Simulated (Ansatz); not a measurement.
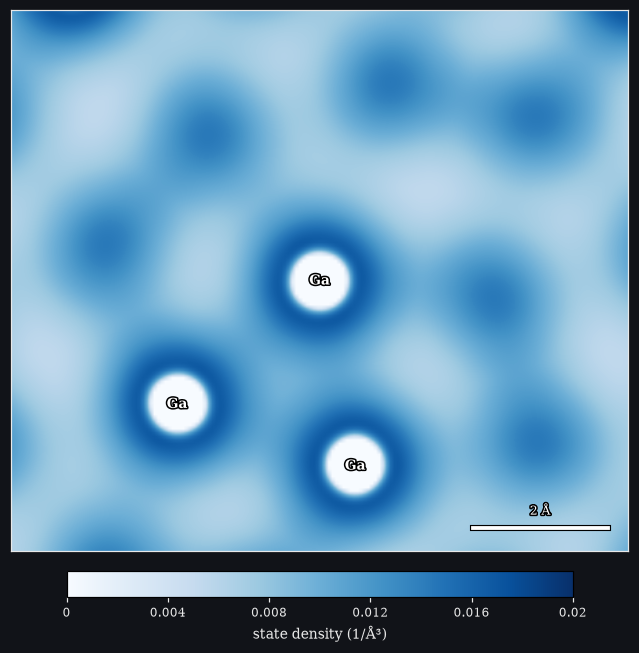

Figure. Ga. Density of the Kohn–Sham states from −11.6 to −7.7 eV about the Fermi level (the lower third of the occupied valence band), scaled to one electron a cell: a map on the (111) plane of the conventional cell.

Space group I-43d; the calculation finds a residual pressure of about 4 GPa at this fixed cell.

Level of theory: Ansatz 0.2.0, DFT PBE, scalar-relativistic, plane waves, PAW.

In a PAW calculation such maps are meaningful between the atoms, not at the nuclei.

Question: Which atoms and orbitals make up these states?

Answer: Löwdin projections on the PAW files' atomic orbitals give Ga 4p (50 %) and Ga 4s (50 %). At the bottom of an sp band the diffuse p orbitals of such a set take a share of s-like charge between the atoms, so the p share there is overstated.
